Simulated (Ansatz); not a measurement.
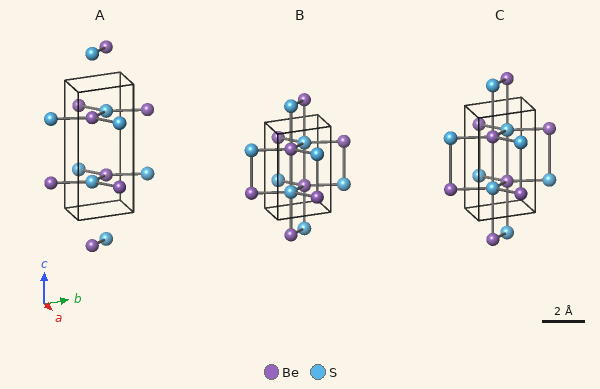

3 geometries from one relaxation of solid BeS (built on the h-MgO (five-fold) type), in shuffled order. The picture is a ball-and-stick view of the cell of the calculation, seen slightly off an axis.

Method: DFT, PBEsol, plane waves, PAW (Ansatz). Settings: plane-wave cutoff 420 eV; k-point mesh 9 × 9 × 6; occupations fermi dirac; smearing width 0.03 eV; no spin polarisation; cell and atoms relaxed; force threshold 0.01 eV/Å; at most 120 steps.

### Order the frames from highest to lowest energy.

B, C, A. They are steps 0, 4, 15, at +813 meV per atom, +67.1 meV per atom relative to the last. The energy falls by 813 meV per atom in 13 accepted moves (15 points after the start). All forces vanish by symmetry, so only the cell relaxes. Pressure: 67.22 GPa at the start and 0.02 GPa at the end. The SCF was repeated twice at an unchanged geometry on a basis and grid sized afresh for the cell, which shifted the energy by 14.9 meV per atom at most. No atom moves by more than 0.005 Å relative to the cell. The volume changes by +63.1 %, with a = b 3.321 → 3.472 Å (+4.6 %), c 4.151 → 6.194 Å (+49.2 %). Among the contacts that change: Be–S 2.076 → 3.097 Å, S–S 2.826 → 3.689 Å, Be–S 1.917 → 2.005 Å. Bonds break, among them: Be–S (2.08 → 3.10 Å). The space group stays P6_3/mmc (No. 194). Cost: 13 s on 2 threads of Arm Neoverse V2, with other jobs on the host, peak memory 0.34 GiB.
